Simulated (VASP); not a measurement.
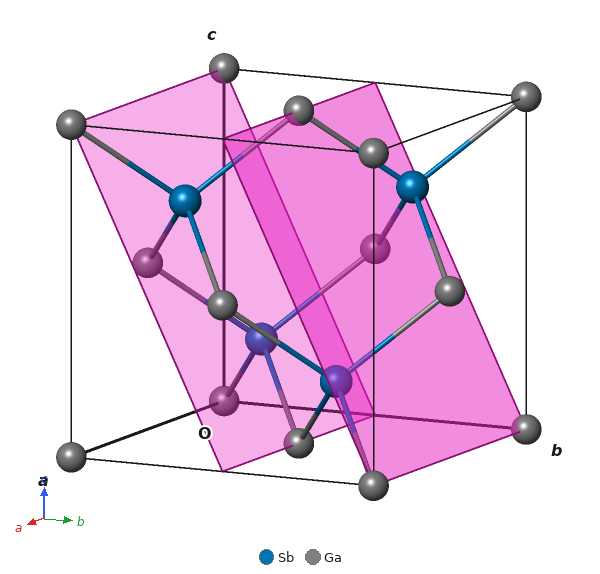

Crystal: GaSb, the geometry relaxed with VASP Kohn-Sham DFT of a periodic cell, RPBE with D3(BJ), VASP PAW PBE potentials, recommended in VASP. Every member of one family of equally spaced planes, hx + ky + lz = a whole number, that cuts the unit cell is shaded (one member passes through the origin O, touching the cell only at an edge or corner). The drawing is computed from the coordinates (standard cell, symmetry found to 0.002 Å).

a = 5.900 Å, b = 5.900 Å, c = 5.900 Å, α = 90.00°, β = 90.00°, γ = 90.00°.

**What are the Miller indices?**

(0 2 1); the opposite sign names the same planes. The member next to the origin meets the axes a never, b at 1/2, c at 1.

**What is the spacing?**

d = 2.639 Å.

**Which atoms of the cell lie in these planes (within 0.03 Å)?**

2 of the 4 Ga.

**The space group is F-43m (No. 216). How many reflections hkl are equivalent to this one (itself included), and does it occur?**

24 reflections are equivalent in the Laue class m-3m. The reflection is systematically absent, by the centring.
